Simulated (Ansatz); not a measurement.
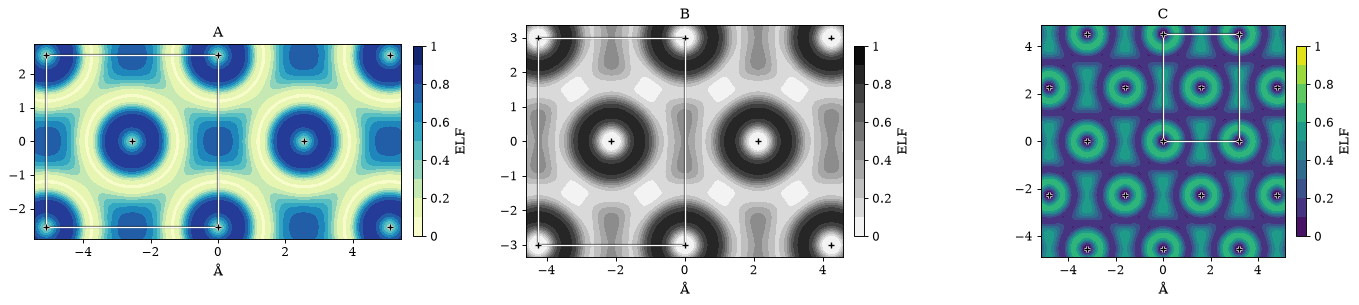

The electron localisation function of 3 systems, each on a plane through atoms (crosses mark nuclei in the plane).

Computed with DFT, m-r2SCAN, plane waves (500 eV) with PAW, scalar-relativistic in Ansatz 0.2.0.

System 1: La, the (101) plane of the conventional cell. Space group Im-3m; set up as La, bcc; a generated structure, not necessarily the stable one; changed on purpose from its base cell (volume × 1.0); spin-polarised.

```xyz
2
Lattice="4.2472 0.0000 0.0000 0.0000 4.2472 0.0000 0.0000 0.0000 4.2472" Properties=species:S:1:pos:R:3 pbc="T T T"
La    0.0000    0.0000    0.0000
La    2.1236    2.1236    2.1236
```

System 2: Y, the (010) plane of the conventional cell. Space group Fm-3m; set up as Y, fcc; a generated structure, not necessarily the stable one; the program warned that a starting moment wasn't kept; spin-polarised, but the moments vanished.

```
CELL_PARAMETERS angstrom
5.10082 0.00000 0.00000
0.00000 5.10082 0.00000
0.00000 0.00000 5.10082
ATOMIC_POSITIONS crystal
Y 0.00000 0.00000 0.00000
Y 0.50000 0.50000 0.00000
Y 0.50000 0.00000 0.50000
Y 0.00000 0.50000 0.50000
```

System 3: Ti, the (101) plane of the conventional cell. Space group Im-3m; set up as Ti, bcc; a generated structure, not necessarily the stable one; changed on purpose from its base cell (volume × 0.96); computed pressure about 5 GPa in this cell; the program warned that a starting moment wasn't kept; spin-polarised, but the moments vanished.

```yaml
crystal:
  lattice:
    - [3.20840, 0.00000, 0.00000]
    - [0.00000, 3.20840, 0.00000]
    - [0.00000, 0.00000, 3.20840]
  atoms:
    - { symbol: Ti, position: [0.00000, 0.00000, 0.00000] }
    - { symbol: Ti, position: [0.50000, 0.50000, 0.50000] }
```

Which map belongs to which system?

Answer. Panel A is system 2, Y: the plane holds Y. Y–Y (3.61 Å): the ELF is about 0.25 at the midpoint; no shared electron pair shows on this line. Panel B is system 1, La: the plane holds La. La–La (3.68 Å): the ELF is about 0.05 at the midpoint (no shared electron pair shows on this line). Panel C is system 3, Ti: the plane holds Ti. Ti–Ti (2.78 Å): the ELF is about 0.15 at the midpoint (no localised pair shows between them).
